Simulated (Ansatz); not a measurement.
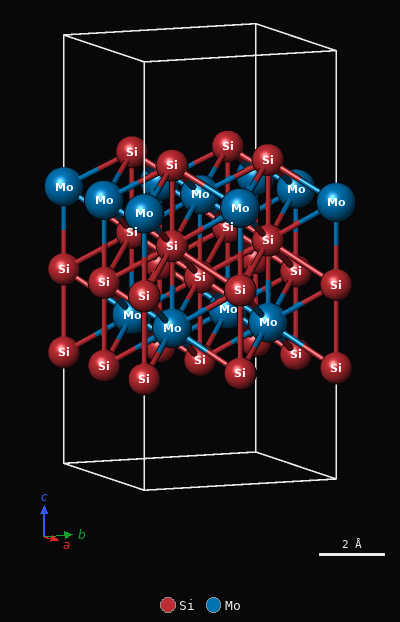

Figure 1. The input geometry (ball-and-stick view of the 2 × 2 repeat of the cell, with the vacuum cut short, seen slightly off an axis). Near neighbours in the crystal (not all of them lie inside the picture): Si has 4 Mo at 2.57 to 2.62 Å and 1 Si at 2.52 to 2.60 Å; Mo has 9 Si at 2.56 to 2.63 Å; Si has 5 Mo at 2.56 to 2.63 Å and 5 Si at 2.52 to 2.60 Å.

# MoSi2: single-point calculation

MoSi2 (slab, 6 atoms in the cell), computed with DFT PBE, scalar-relativistic, plane waves, PAW, PAW set soft_1, no spin polarisation (Ansatz 0.2.0).

The structure derives from an entry of the Crystallography Open Database. Figures and captions count atoms from 1; the log counts them from 0 in places.

### Log
```
Engine: ansatz 0.2.0, x86_64-unknown-linux-gnu
Pseudopotentials: kind: paw
Pseudopotential: Si, paw, valence charge 4, recommended cutoff 420 eV (normal), [file]
Pseudopotential: Mo, paw, valence charge 14, recommended cutoff 420 eV (normal), [file]
Functional definition: PBE
  parameter kappa = 0.804
  parameter beta = 0.06672455060314922
  exchange = pbe_x(kappa = kappa, mu = beta*pi^2/3)
  correlation = pbe_c(beta = beta)
Crystal: 6 atoms, lattice volume = 226.422 Å³
Basis set: ecut = 420 eV, 4441 PW (Γ), exchange–correlation on 48×48×300 points (8 copies of the dense FFT grid, shifted against one another)
Bands: 28, of which v1, the nominal top of the filled ones, is band 22 counted from 1 (21 counted from 0)
Symmetry: 8 space group operations
Space group: P4mm (ITA 99), of the structure as read, at distance tolerance 6.1e-5 Å
k-points: 15 of 64
Non-local potential: Si, projectors of the file, l = 0: 2, l = 1: 2, l = 2: 1
Non-local potential: Mo, projectors of the file, l = 0: 3, l = 1: 2, l = 2: 2, l = 3: 1
PAW form: soft (Blöchl's): semilocal exchange-correlation on the pseudo side does not see the compensation charge
PAW one-centre angular grid: Si, 110 points (default); XC on 64 Gauss nodes
PAW one-centre angular grid: Mo, 590 points (default); XC on 64 Gauss nodes
Initial density: superposition of atomic densities (neutral atoms: chi_scale 0, normalization atom)
Initial wavefunctions: pseudopotential atomic-orbital guess
Functional: x = pbe(κ = 0.804, μ = 0.2195149727645171), c = pbe(β = 0.06672455060314922)
SCF iter   1: F=—  HF=-12457.858155 eV  |F-HF|=—  |Δ(HF+E_count)|=         —  Δρ=4.61e-2  dr2=1.33e1  ethr=3.10e-3  p=-0.000 e·Å  D=-4.02e-7 V/Å  ΔV_dip=0.00 eV  dr2_dipole=5.82e-3  V_vac-E_F(+/−)=6.53/6.53 eV  ⟨swp⟩=10.8  Hψ=2795  notcnv=0
efield: sawtooth ramp at fractional position 0.8086 (placed from the atoms, in the widest stretch of the axis that holds none; the zero of the levels goes with the place), width 0.0400; the density the first Hamiltonian is built on has a dipole p = -0.000 e·Å; the dipole correction subtracts the counter field D = -4.02e-7 V/Å, which shifts the + side's vacuum level by +0.00 eV against the − side's; the planar-averaged density in the ramp window peaks in size at 2.0e-6 e/Å³
preconditioner: auto → LDOS  [metal: Δε(μ)=0.083 eV  Ē_g=6.750 eV  σ=0.100 eV  W_gap=0.44  n_scr=34 (ndim 8)  ℏωp=13.1 eV  f_vac=0.527  D(μ)=1.93/eV (n_scr^D=8)  β→1.0]
SCF iter   2: F=—  HF=-12458.564995 eV  |F-HF|=—  |Δ(HF+E_count)|=   7.07e-1  Δρ=6.24e-2  dr2=1.87e1  ethr=3.10e-3  p=0.036 e·Å  D=2.85e-2 V/Å  ΔV_dip=-0.62 eV  dr2_dipole=7.76e-2  V_vac-E_F(+/−)=4.34/4.97 eV  ⟨swp⟩=4.3  Hψ=1223  notcnv=0  defer=17
SCF iter   3: F=—  HF=-12455.404807 eV  |F-HF|=—  |Δ(HF+E_count)|=    3.16e0  Δρ=6.28e-3  dr2=1.82e-1  ethr=3.10e-3  p=0.010 e·Å  D=7.93e-3 V/Å  ΔV_dip=-0.17 eV  dr2_dipole=4.03e-4  V_vac-E_F(+/−)=4.90/5.07 eV  ⟨swp⟩=3.3  Hψ=1076  notcnv=0  defer=19
SCF iter   4: F=—  HF=-12455.388539 eV  |F-HF|=—  |Δ(HF+E_count)|=   1.63e-2  Δρ=2.07e-3  dr2=3.95e-2  ethr=4.13e-4  p=0.006 e·Å  D=5.11e-3 V/Å  ΔV_dip=-0.11 eV  dr2_dipole=3.55e-3  V_vac-E_F(+/−)=4.67/4.78 eV  ⟨swp⟩=2.4  Hψ=823  notcnv=0  defer=17
SCF iter   5: F=—  HF=-12455.381196 eV  |F-HF|=—  |Δ(HF+E_count)|=   7.34e-3  Δρ=8.14e-4  dr2=3.04e-3  ethr=8.97e-5  p=0.005 e·Å  D=3.87e-3 V/Å  ΔV_dip=-0.08 eV  dr2_dipole=5.88e-4  V_vac-E_F(+/−)=4.57/4.65 eV  ⟨swp⟩=2.1  Hψ=614  notcnv=0  defer=17
SCF iter   6: F=—  HF=-12455.381505 eV  |F-HF|=—  |Δ(HF+E_count)|=   3.10e-4  Δρ=2.83e-4  dr2=5.08e-4  ethr=6.92e-6  p=0.003 e·Å  D=2.71e-3 V/Å  ΔV_dip=-0.06 eV  dr2_dipole=1.37e-7  V_vac-E_F(+/−)=4.49/4.55 eV  ⟨swp⟩=2.3  Hψ=672  notcnv=0  defer=17
SCF iter   7: F=—  HF=-12455.381458 eV  |F-HF|=—  |Δ(HF+E_count)|=   4.74e-5  Δρ=1.11e-4  dr2=5.72e-5  ethr=1.16e-6  p=0.004 e·Å  D=3.02e-3 V/Å  ΔV_dip=-0.07 eV  dr2_dipole=1.24e-5  V_vac-E_F(+/−)=4.47/4.54 eV  ⟨swp⟩=2.0  Hψ=560  notcnv=0  defer=17
SCF iter   8: F=—  HF=-12455.381529 eV  |F-HF|=—  |Δ(HF+E_count)|=   7.09e-5  Δρ=3.69e-5  dr2=1.43e-5  ethr=1.30e-7  p=0.004 e·Å  D=3.37e-3 V/Å  ΔV_dip=-0.07 eV  dr2_dipole=1.97e-6  V_vac-E_F(+/−)=4.46/4.53 eV  ⟨swp⟩=2.3  Hψ=654  notcnv=0  defer=17
SCF iter   9: F=—  HF=-12455.381528 eV  |F-HF|=—  |Δ(HF+E_count)|=   1.57e-7  Δρ=1.10e-5  dr2=5.53e-7  ethr=3.26e-8  p=0.004 e·Å  D=3.56e-3 V/Å  ΔV_dip=-0.08 eV  dr2_dipole=2.21e-8  V_vac-E_F(+/−)=4.45/4.53 eV  ⟨swp⟩=2.1  Hψ=589  notcnv=0  defer=17
SCF iter  10: F=—  HF=-12455.381529 eV  |F-HF|=—  |Δ(HF+E_count)|=   1.88e-7  Δρ=5.47e-6  dr2=4.87e-7  ethr=2.27e-10  p=0.005 e·Å  D=3.62e-3 V/Å  ΔV_dip=-0.08 eV  dr2_dipole=1.22e-7  V_vac-E_F(+/−)=4.45/4.53 eV  ⟨swp⟩=21.9  Hψ=4422  notcnv=0
SCF iter  11: F=-12455.381529 eV  HF=-12455.381529 eV  |F-HF|=1.52e-9  |Δ(HF+E_count)|=   3.07e-9  Δρ=1.78e-6  dr2=1.05e-8  ethr=2.27e-10  p=0.005 e·Å  D=3.64e-3 V/Å  ΔV_dip=-0.08 eV  dr2_dipole=4.98e-11  V_vac-E_F(+/−)=4.45/4.53 eV  ⟨swp⟩=9.3  Hψ=3458  notcnv=0
SCF 1 converged in 11 iterations: F = -12455.381529 eV  dr2 = 1.05e-8
  greatest PAW one-centre occupation: 0.999 electrons in one spin orbital (limit 2), on the Mo atom at site 4 (counted from 0), in its partial waves of l = 0
```

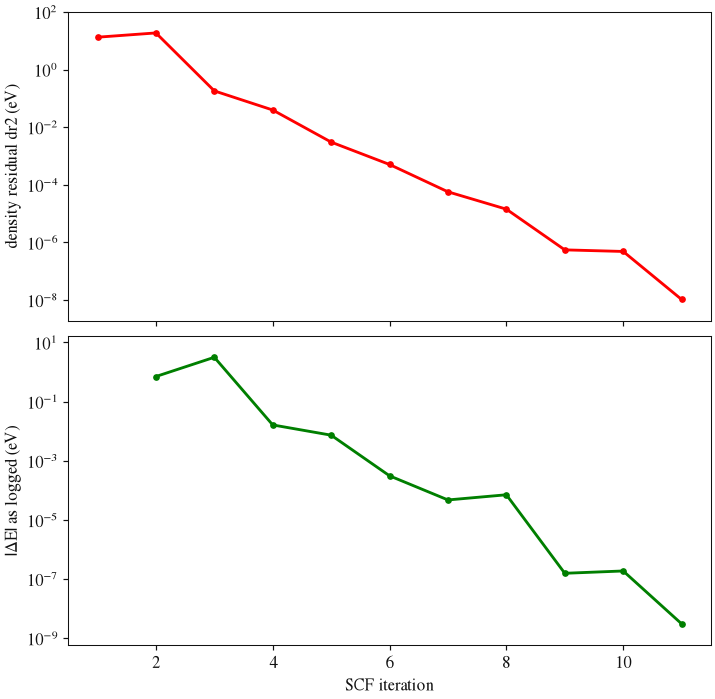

Figure 2. Convergence of the self-consistent field: density residual dr2 and size of the energy change against the SCF iteration. The residual falls almost steadily, with no more than small rises.

```
WARN: The output density's exchange-correlation potential varies sharply where the density is thin. Do not read a vacuum level from v_tot or v_xc, or from such a field of the output density. On a cell that repeats whose density bears no net charge and no dipole along the vacuum's axis use v_es (v_loc + v_h of the components); under efield.dipole_correction with no amplitude use v_es + v_field, which holds any external_charges[].barrier, or the levels of the report's work_function block, which leave it out; under a non-zero efield.amplitude the vacuum is tilted and has no level; on a cell that repeats and bears such a dipole with no correction it is tilted too, and efield.dipole_correction with no amplitude gives each side of its ramp a level where efield: is served; in a cell that repeats whose density bears a net charge (total_charge, or a fill off its count) it is curved and has none; of a slab under crystal.periodic whose density bears no net charge use v_es, which has a level on each side, short of where the two are joined; of another it falls or rises all the way out and has none; of a slab beside external_charges read slab_vacuum_level instead, which it has where they leave it neutral. The grid or the basis barely resolves most such structure, and the values can differ between equally converged runs; as a rule a tighter scf.convergence.dr2_threshold does not remove it. Where the density itself ripples (under the LDA too) a higher basis.ecutwfc lessens it. The files hold the spikes' plane waves up to the density's cutoff. Files: v_tot_of_output_density and the like, and their columns of v_z.tsv (output.write_potential); v_xc_of_output_density and the like, and their columns of v_comp_z.tsv (output.write_potential_components). Measured: with its Gaussian average of σ = 0.25 Å subtracted twice, the exchange-correlation potential is over 0.1 eV at 6 of the grid points where the equally averaged density (valence and model cores) is under 1e-3 e/Å³, and 0.135 eV at the most among them, at an averaged density of 5.9e-9 e/Å³. The input density's (outcome.potential() and, of a run that writes arrays, v_tot and v_xc) is over 0.1 eV, so measured, at 2 points of its own thin density, 0.132 eV at the most. See output.write_potential in the manual, Limitations
SCF converged after 11 iterations
Free energy (F): -12455.381529 eV
Harris-Foulkes:  -12455.381529 eV  (|F-HF|=1.52e-9)
Internal energy: -12455.361460 eV  (E = F + TS)
E sigma→0 (E₀):  -12455.371494 eV
Entropy (-TS):   -0.020069 eV (-3.345 meV/atom)
Fermi energy:    2.762230 eV
Dipole field:    D = 0.003653 V/Å  (p = 0.004571 e·Å, saw-weighted, corrected)
Work function:   Φ+ = 4.4525 eV   Φ− = 4.5325 eV
Levels:          The Fermi level and band energies are counted from a zero that moves with the ramp; work functions are not
--- Per-component energies (eV) ---
  E_band       = -654.652103
  E_kinetic    = 1014.600871
  E_local      = -29380.929127  (includes V_loc(G=0)·N_el)
  E_nonlocal   = 387.812872
  E_hartree    = 14141.995827
  E_xc         = -581.283785
  E_vxc        = -634.437880  (∫ρ·V_xc dr)
  E_paw        = -8469.648548  (= ΣΔE_a)
  E_vpaw       = -325.692877  (= ΣTr[D̂ρ^β])
  E_aug_tail   = 0.000266  (compensation charges beyond the density's cutoff)
  E_efield     = 0.000008  (sawtooth field / dipole correction)
  E_vefield    = -0.005914  (∫n·V_field dr)
  E_ewald      = 10432.090155
  E_smearing   = -0.020069  (= −TS)
  E_closure    = 0.000000  (closes the sum)
  Σ components = -12455.381529   (vs F -12455.381529, Δ=0.00e0)
--- Forces (eV/Å), atoms counted from 1 ---
  atom   1  Si     0.00000000     0.00000000     0.61641623
  atom   2  Mo    -0.00000000     0.00000000    -0.27015178
  atom   3  Si    -0.00000000     0.00000000    -0.38709601
  atom   4  Si    -0.00000000     0.00000000    -0.00131842
  atom   5  Mo     0.00000000     0.00000000     0.03394196
  atom   6  Si    -0.00000000     0.00000000     0.00823238
  max |Σ_I F_I| component: 2.43e-5 eV/Å
--- Band table (eV; the first three rows and the last of 15) ---
  k-point 0: bands = ["-57.7684", "-57.7151", "-31.8893", "-31.8585", "-31.8585", "-31.8579", "-31.7787", "-31.7787", "-9.9229", "-7.7190", "-6.2902", "-3.2899", "-2.0616", "-0.4080", "-0.0825", "0.7439", "0.7439", "1.0871", "2.1695", "2.1695", "3.2658", "3.4761", "3.5732", "3.9338", "3.9338", "4.3405", "5.7383", "5.7383"]
  k-point 1: bands = ["-57.7658", "-57.7126", "-31.8951", "-31.8848", "-31.8549", "-31.8538", "-31.8145", "-31.7753", "-9.6953", "-7.4747", "-6.1269", "-3.2761", "-1.8827", "-0.7863", "-0.1227", "0.3859", "0.8533", "0.9661", "1.8428", "2.1804", "2.4567", "2.6770", "3.5021", "4.0522", "4.3567", "4.9043", "5.0674", "6.6902"]
  k-point 2: bands = ["-57.7598", "-57.7066", "-31.9826", "-31.9004", "-31.8736", "-31.8463", "-31.8440", "-31.7669", "-9.0336", "-6.7941", "-5.6740", "-3.6152", "-1.8572", "-1.4021", "-0.5652", "0.0667", "0.8740", "0.9450", "1.3173", "1.4312", "1.8279", "2.5448", "3.4826", "3.7331", "4.4060", "4.6100", "5.9552", "6.2202"]
  k-point 14: bands = ["-57.7344", "-57.6817", "-32.0652", "-32.0652", "-31.9821", "-31.9821", "-31.8317", "-31.8041", "-6.2107", "-5.8787", "-3.3835", "-3.3835", "-2.2639", "-2.2241", "-0.8444", "-0.8444", "-0.4279", "-0.4279", "0.9782", "1.0456", "1.2540", "1.2540", "3.9407", "3.9442", "5.1845", "5.2926", "6.7891", "6.7891"]
```

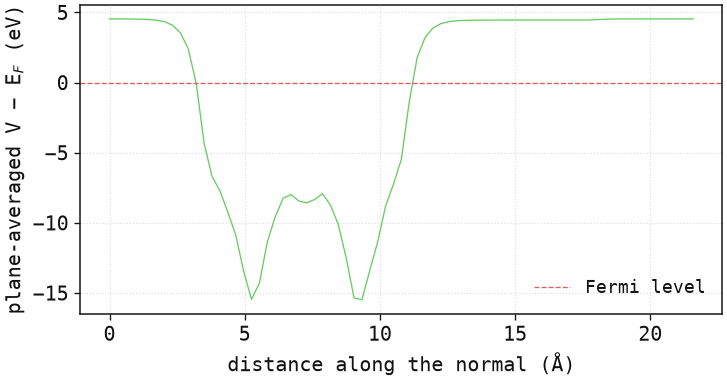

Figure 3. Plane average of the electrostatic potential energy of an electron across the cell, from the Fermi level. The vacuum level lies 4.45 eV above the Fermi level on the upper side and 4.53 eV on the lower.

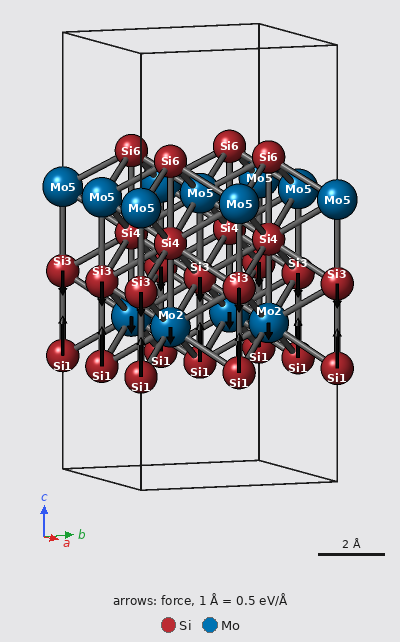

Figure 4. Forces on the atoms as black arrows (ball-and-stick view of the 2 × 2 repeat of the cell, with the vacuum cut short, seen slightly off an axis; atoms are numbered from 1 in the order of the input); the smallest are left out. The largest act on Si1 (0.62 eV/Å); Si3 (0.39 eV/Å); Mo2 (0.27 eV/Å). The geometry is not a stationary point of this energy.

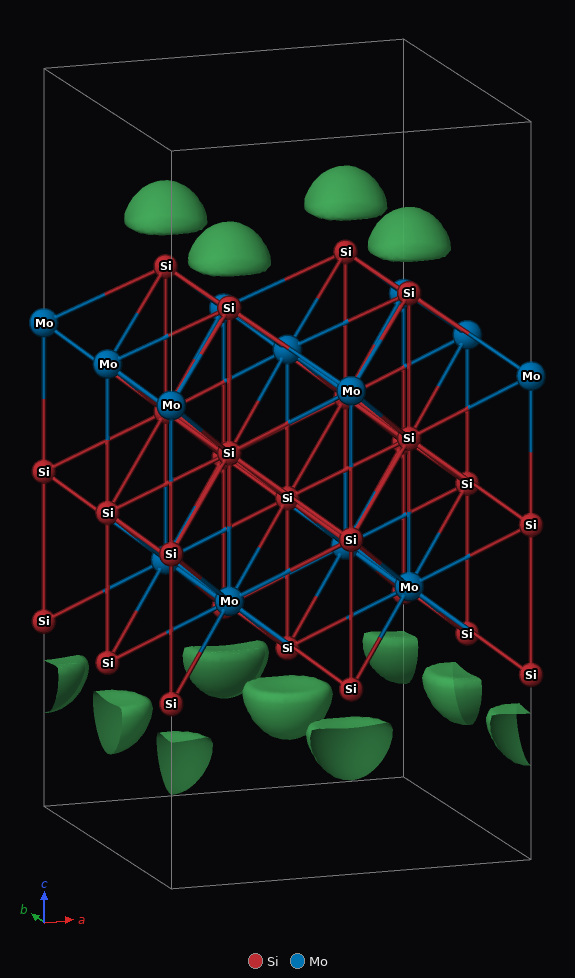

Figure 5. Isosurface of the electron localisation function at 0.85 (green), seen slightly off an axis. Core shells and regions of very low density are left out. Sticks mark near contacts. Counts are for one cell; the picture repeats the cell along the surface. Along the contacts the grid gives the following. Si–Si (2.52 Å): the ELF is about 0.55 at the midpoint. Si–Mo (2.56 Å): the ELF is about 0.40 at the midpoint. Core electrons are frozen (PAW), so the fields are smoothed inside the atomic spheres.

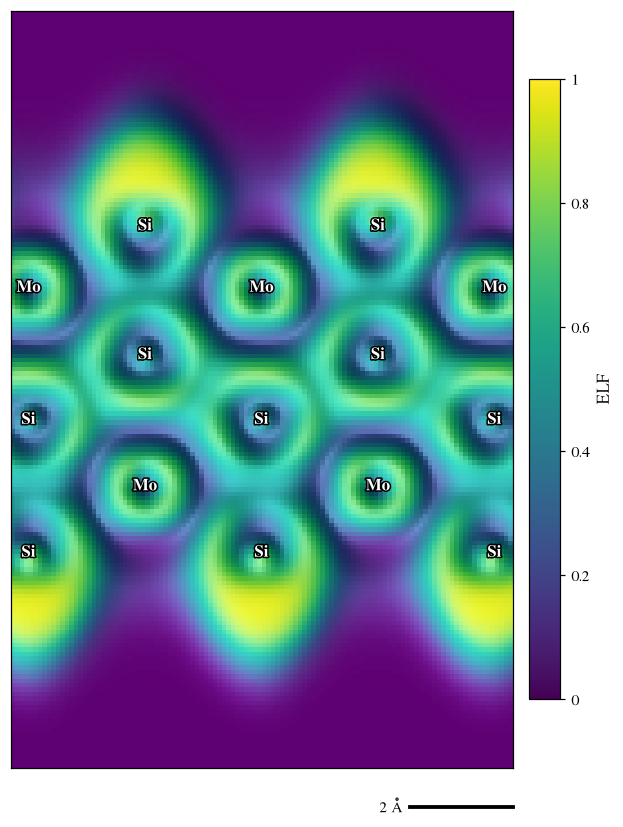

Figure 6. Electron localisation function on the (110) plane of the calculation cell, a cut from vacuum to vacuum. The section cuts through Si and Mo sites. Si–Si (2.52 Å): the ELF is about 0.55 at the midpoint. Si–Mo (2.56 Å): the ELF is about 0.40 at the midpoint. Si–Si (2.60 Å): the ELF is about 0.50 at the midpoint. Si–Mo (2.62 Å): the ELF is about 0.40 at the midpoint. The strong features right at Mo lie inside the PAW spheres (semicore, d or f shells) and say nothing about bonding.

The run was set up as follows.

### Input
```yaml
crystal:
  lattice:
    - [3.2169717285, 0.0, 0.0]
    - [0.0, 3.2169717285, 0.0]
    - [0.0, 0.0, 21.8787970046]
  atoms:
    - { symbol: Si, position: [0.0, 0.0, 0.1828254085] }
    - { symbol: Mo, position: [0.5, 0.5, 0.2421667772] }
    - { symbol: Si, position: [0.0, 0.0, 0.301508146] }
    - { symbol: Si, position: [0.5, 0.5, 0.3593659936] }
    - { symbol: Mo, position: [0.0, 0.0, 0.4192862006] }
    - { symbol: Si, position: [0.5, 0.5, 0.4743769505] }
basis:
  ecutwfc: 420
kpoints:
  mp_grid: { grid: [8, 8, 1] }
hamiltonian:
  xc: pbe
  pseudopotentials: { kind: paw, azcp: { folder: soft_1 } }
scf:
  occupations: { method: gaussian, width: 0.1 }
output:
  forces: true
  eigenvalues: true
  write_density: true
  write_potential: true
  elf: true
  volumetric_format: npy
efield:
  axis: 3
  dipole_correction: true
  ramp_width: 0.04
```

Run as:
```bash
ansatz run input.yaml --threads 1 --pin off --max-ram 3072MiB --backend cpu --events-out ev --progress --plain --runs-dir out
```

### Results in brief

| quantity | value |
| --- | --- |
| outcome | converged |
| electrons treated | 44 |
| free energy | −12455.3815 eV |
| work function, top face | 4.45 eV |
| work function, bottom face | 4.53 eV |
| Fermi energy | 2.762 eV |
| gap on the k-point mesh | none (metallic) |
| work function (upper face) | 4.45 eV |
| largest force (length of the vector) | 0.616 eV/Å |
| hardware | 1 thread of Intel Xeon (Sapphire Rapids), 32 GiB of memory available, shared host |
| wall time | 9.9 s |
| peak memory | 0.47 GiB |

Warnings of the run: the exchange-correlation potential is rough where the density is thin.
